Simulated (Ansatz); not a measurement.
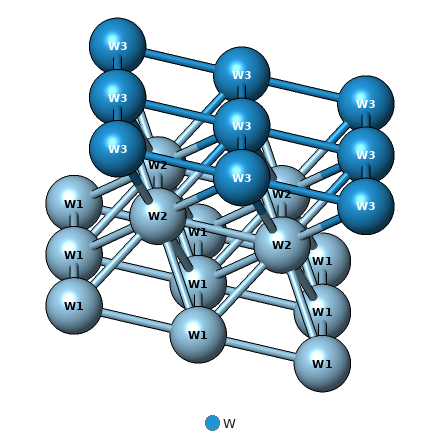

The system is S on a W(100) slab cut from the Fm-3m phase, its upper half relaxed before the scan (3 atoms of substrate and one adsorbate in a 1 × 1 cell); the picture shows it without the atoms that are moved over the map. S is moved over the surface cell; relaxed at each place: the height of the adsorbate's atoms; substrate rigid; the origin of the map has the adsorbate above W3. Places are given modulo a cell vector. The map is drawn in real space over the plane of the surface. The grid has 6 × 6 points; 10 points were computed and 26 follow by symmetry. Energies: eV, counted from the lowest grid point. With one adsorbate in each 1 × 1 cell, its nearest image is 2.9 Å away, so neighbouring adsorbates interact. Computed with DFT PBE, scalar-relativistic, plane waves, PAW (Ansatz 0.2.0). Settings: cutoff 420 eV, k-mesh 9×9×1, gaussian smearing 0.1 eV, no spin polarisation.

Range: position of S4 along the first surface vector from 0.000 to 0.833; position of S4 along the second surface vector from 0.000 to 0.833.

Q: Predict the map.

A: The lowest grid point is at a fourfold hollow over a second-layer W atom, (3/6, 3/6) of the cell vectors. A higher local minimum lies near a bridge site between two W atoms, (0/6, 3/6) of the cell vectors (0.32 eV above the lowest at that grid point). The highest grid point, the top site over a surface W atom, (0/6, 0/6) of the cell vectors, lies 0.97 eV above the lowest. On the interpolated surface the easiest way out of the lowest well to the well at a bridge site between two W atoms, (0/6, 3/6) of the cell vectors passes a barrier of about 0.45 eV. At the lowest point the adsorbate has 4 W at 2.46 Å as nearest neighbours, at the highest 1 W at 2.21 Å. Its relaxed height above the top atom is 1.40 Å at the lowest and 2.21 Å at the highest point.

| second ↓, first → | 0/6 | 1/6 | 2/6 | 3/6 | 4/6 | 5/6 |
| --- | --- | --- | --- | --- | --- | --- |
| 5/6 | 0.92 | 0.91 | 0.72 | 0.36 | 0.72 | 0.91 |
| 4/6 | 0.68 | 0.72 | 0.66 | 0.43 | 0.66 | 0.72 |
| 3/6 | 0.32 | 0.36 | 0.43 | 0.00 | 0.43 | 0.36 |
| 2/6 | 0.68 | 0.72 | 0.66 | 0.43 | 0.66 | 0.72 |
| 1/6 | 0.92 | 0.91 | 0.72 | 0.36 | 0.72 | 0.91 |
| 0/6 | 0.97 | 0.92 | 0.68 | 0.32 | 0.68 | 0.92 |

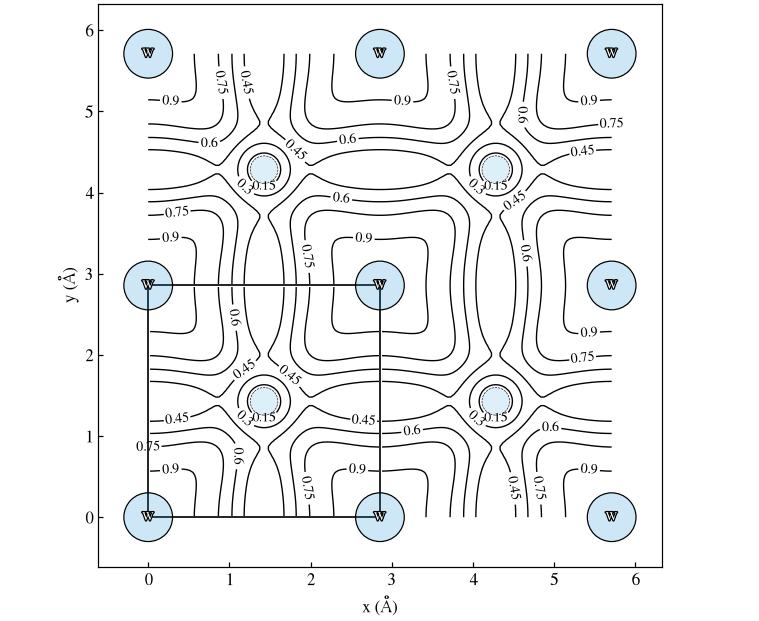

Drawn: contour lines labelled in eV, labelled circles for the atoms of the top layer and small ones for the second layer, the outline of one cell of the 2 × 2 shown. Between grid points the surface is interpolated.

Each point was launched as `ansatz run input.yaml --threads 1 --pin off --max-ram 3072MiB --backend cpu --events-out ev --progress --plain --runs-dir out`. The whole map (10 points run) took 4.7 min on 1 thread of Arm Neoverse V2, on a shared host.

PAW datasets: the set soft_1.
